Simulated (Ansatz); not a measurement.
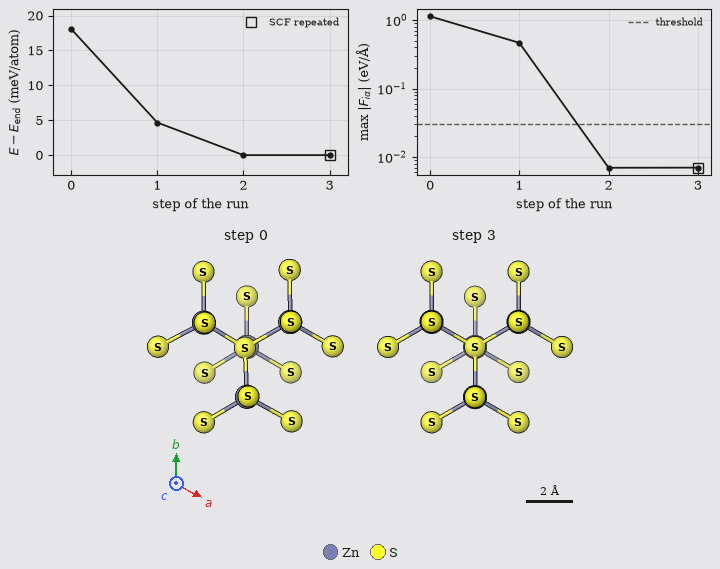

First and last geometry of a relaxation of crystalline ZnS (set up in P1), with the history of the run. The picture is a ball-and-stick view of the atoms within 4.2 Å of the atom that moves most (axes of the cell of the calculation), seen along the c axis.

Computed with DFT PBE, scalar-relativistic, plane waves, PAW in Ansatz 0.2.0.

Input
```yaml
crystal:
  lattice:
    - [5.4423574056, -5.4423574056, -5.4423574056]
    - [-5.4423574056, -5.4423574056, 5.4423574056]
    - [-5.4423574056, 5.4423574056, -5.4423574056]
  atoms:
    - { symbol: Zn, position: [0.2495283566, 0.7510798055, 0.0029396633] }
    - { symbol: Zn, position: [0.248976935, 0.9992696017, 0.7480393625] }
    - { symbol: Zn, position: [0.2490170869, 0.2532653367, 0.4967860656] }
    - { symbol: Zn, position: [0.0033927779, 0.7507830318, 0.2607271062] }
    - { symbol: Zn, position: [0.2565060309, 0.4989004486, 0.2513244688] }
    - { symbol: Zn, position: [1.0016524467, 0.9965397747, 0.9980689067] }
    - { symbol: Zn, position: [0.0011463779, 0.2566792883, 0.7557752833] }
    - { symbol: Zn, position: [0.7438378601, 0.7413395492, 0.4884938628] }
    - { symbol: Zn, position: [-0.0025987021, 0.5039735631, 0.497865427] }
    - { symbol: Zn, position: [0.7499045541, 0.9898550169, 0.2414414314] }
    - { symbol: Zn, position: [0.7555062673, 0.2508290441, 0.0029884559] }
    - { symbol: Zn, position: [0.4973584688, 0.7510737673, 0.7536465234] }
    - { symbol: Zn, position: [0.7556174687, 0.497125594, 0.7505641115] }
    - { symbol: Zn, position: [0.5034684087, 1.0085825821, 0.4988591904] }
    - { symbol: Zn, position: [0.4978502367, 0.247788743, 0.2531830398] }
    - { symbol: Zn, position: [0.4914578233, 0.4956061464, -0.0100654785] }
    - { symbol: S, position: [0.5059999361, 0.7572099514, 0.0043072737] }
    - { symbol: S, position: [0.5006161609, -0.0013675804, 0.7508438139] }
    - { symbol: S, position: [0.501854354, 0.2507521028, 0.5067311714] }
    - { symbol: S, position: [0.2578951302, 0.7572301931, 0.2504672055] }
    - { symbol: S, position: [0.4951364646, 0.5058892889, 0.2423193375] }
    - { symbol: S, position: [0.237633977, -0.0101831482, -0.0018577092] }
    - { symbol: S, position: [0.249127728, 0.2507056477, 0.7439804701] }
    - { symbol: S, position: [0.0054186052, 0.7493840308, 0.5017661937] }
    - { symbol: S, position: [0.2541749374, 0.493509051, 0.4953961599] }
    - { symbol: S, position: [0.006192756, -0.0015114051, 0.2502618521] }
    - { symbol: S, position: [-0.0010252601, 0.2480825823, -0.0050865023] }
    - { symbol: S, position: [0.7375863488, 0.7445364923, 0.744251435] }
    - { symbol: S, position: [0.0013229141, 0.5001344929, 0.7512852851] }
    - { symbol: S, position: [0.7510104294, -0.0008610383, 0.4990280178] }
    - { symbol: S, position: [0.7425626071, 0.2489024931, 0.2482616851] }
    - { symbol: S, position: [0.7450740692, 0.5001310009, -0.0060618773] }
basis:
  ecutwfc: 420
  xc_grid: 2
kpoints:
  mp_grid: { grid: [2, 2, 2], shift: [0.5, 0.5, 0.5] }
hamiltonian:
  xc: pbe
scf:
  occupations: { method: gaussian, width: 0.02 }
output:
  forces: true
  stress: false
  eigenvalues: true
relax:
  adjacent_minimum: "off"
  f_tol: 0.03
  max_steps: 25
```

Launched with:
```bash
ansatz run input.yaml --threads 8 --pin off --max-ram 16384MiB --backend cpu --events-out ev --progress --plain --runs-dir out
```

### Did the run converge, and what did it change?

It converged. Over 2 accepted moves (3 points after the start) the energy falls by 18.1 meV per atom. The largest force component goes from 1.1 to 0.007 eV/Å. 1 step only repeated the SCF at the same geometry. S22 moves most: 0.12 Å roughly along [3 2 0]. Largest moves by element: S 0.12 Å, Zn 0.10 Å. The cell doesn't change. Some distances before and after: Zn15–S21 2.477 → 2.357 Å, Zn6–S22 2.246 → 2.356 Å, Zn15–S22 2.430 → 2.357 Å, Zn2–S22 2.425 → 2.357 Å. Bond angles that change, for instance: Zn1–S22–Zn6 113.1° → 109.3°, Zn2–S22–Zn15 106.4° → 109.5°, S22–Zn2–S24 107.2° → 109.4°. The space group (tolerance 0.01 Å) goes from P1 (No. 1) to F-43m (No. 216). Cost: 15 s on 8 threads of AMD EPYC 9R45 96-Core Processor (Zen 5), on a shared host, peak memory 2.4 GiB.
